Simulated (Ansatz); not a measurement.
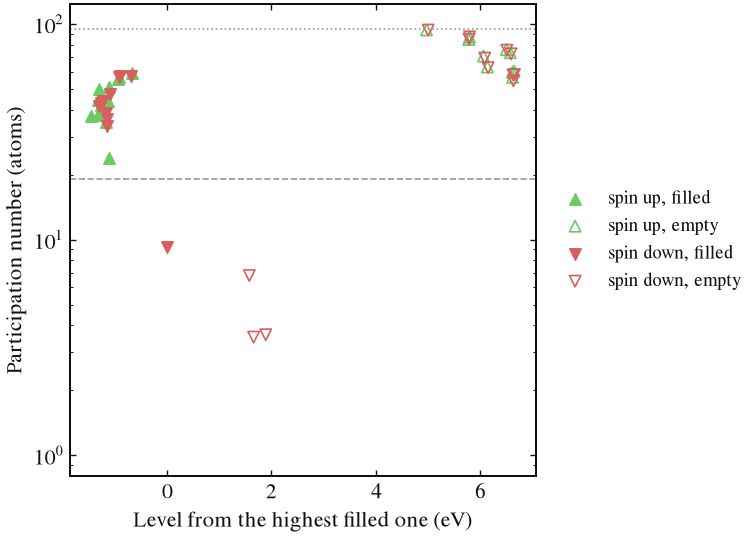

Levels near the gap of a 95-atom cell against the number of atoms over which each spreads (dotted: all atoms; dashed: a fifth of them). Host AlN with a vacancy of Al.

System: Al47N48 (defect cell), 95 atoms in the cell.

Computed with Ansatz: DFT, HSE06, PAW, plane waves, one k point, Γ, 420 eV cutoff.

> Which of these levels are localised (under the dashed line)?

4 of the 48 levels shown spread over less than a fifth of the cell: 0.00 eV (spin down, filled, over about 9 atoms, mostly N), 1.58 eV (spin down, empty, over about 7 atoms, mostly N), 1.66 eV (spin down, empty, over about 4 atoms, mostly N) and 1.89 eV (spin down, empty, over about 4 atoms, mostly N).

> What is the spin state?

The cell's moment is 3.0 μB.

> How far apart are the highest filled and the lowest empty level?

The lowest empty level lies 1.58 eV above the highest filled one.

One k point in a finite cell, so levels carry errors of tenths of an eV.
